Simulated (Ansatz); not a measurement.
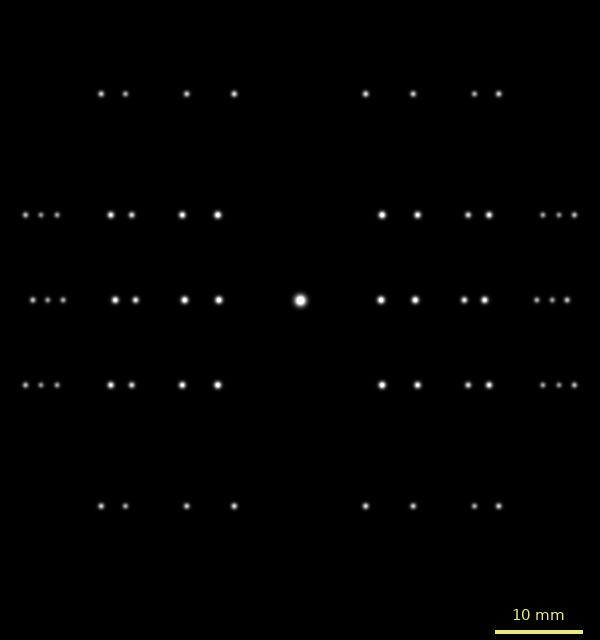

Simulated X-ray rotation photograph: Mo Kα radiation (λ = 0.7107 Å), cylindrical film of radius 30.0 mm unrolled, rotation axis vertical and normal to the beam, kinematic intensities without Lorentz or polarisation factors, the film spanning ±63° about the beam; spots down to d = 0.69 Å.

### Measure the layer lines and find the identity period along the axis.

The first layer line lies 9.8 mm from the equator, so tan ν = 0.326, sin ν = 0.310 and the period is λ/sin ν = 2.29 Å. Further lines follow at 23.7 mm.

The crystal is Ni, space group Pm-3m (No. 221), a = 2.29 Å. Structure: the input geometry of an electronic-structure calculation (not necessarily at equilibrium); the starting structure was generated, so it need not be a known form of this composition.

### About which axis was it rotated?

About [001] (or an equivalent direction), whose length in the conventional cell is 2.293 Å.
